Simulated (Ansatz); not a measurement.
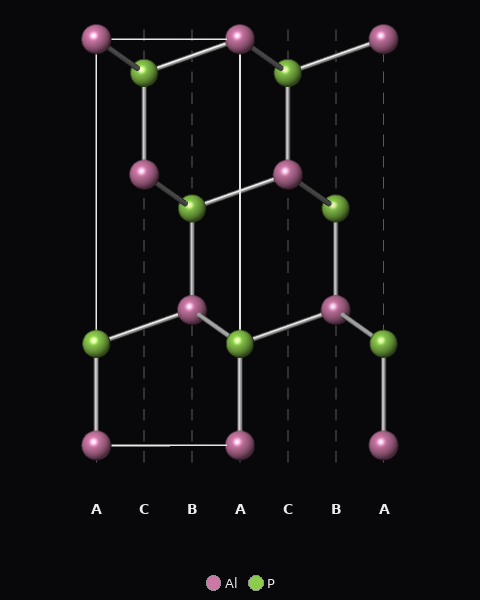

Projection along an edge of the hexagonal mesh, stacking direction [111] upwards. The dashed lines mark the three columns A (0, 0), B (1/3, 2/3) and C (2/3, 1/3). The box is the hexagonal cell of the face-centred cubic lattice. The sequence starts with the first layer at or above the cell's origin.

AlP: a calculation's input that goes back to an entry of the Crystallography Open Database (an earlier step may have relaxed or displaced it).

Question: Read off the stacking sequence over one period.

Answer: Al(A) – P(A) – Al(B) – P(B) – Al(C) – P(C) (six layers in 9.44 Å).

Question: How are the P layers alone stacked?

Answer: P layers alone: ABC, the cubic close-packed type.

Question: Which positions between or in the P layers do the other atoms fill?

Answer: Al: three tetrahedral sites (per hexagonal cell).

Question: What short polytype symbol fits?

Answer: Polytype symbol 3C, the symbol of a tetrahedral polytype (number of double layers in the repeat and lattice).

Heights of the layers:

```
layer  atoms (column)  height (Å)  to next (Å)
    1           Al(A)        0.00         2.36
    2            P(A)        2.36         0.79
    3           Al(B)        3.15         2.36
    4            P(B)        5.51         0.79
    5           Al(C)        6.29         2.36
    6            P(C)        8.65         0.79
```
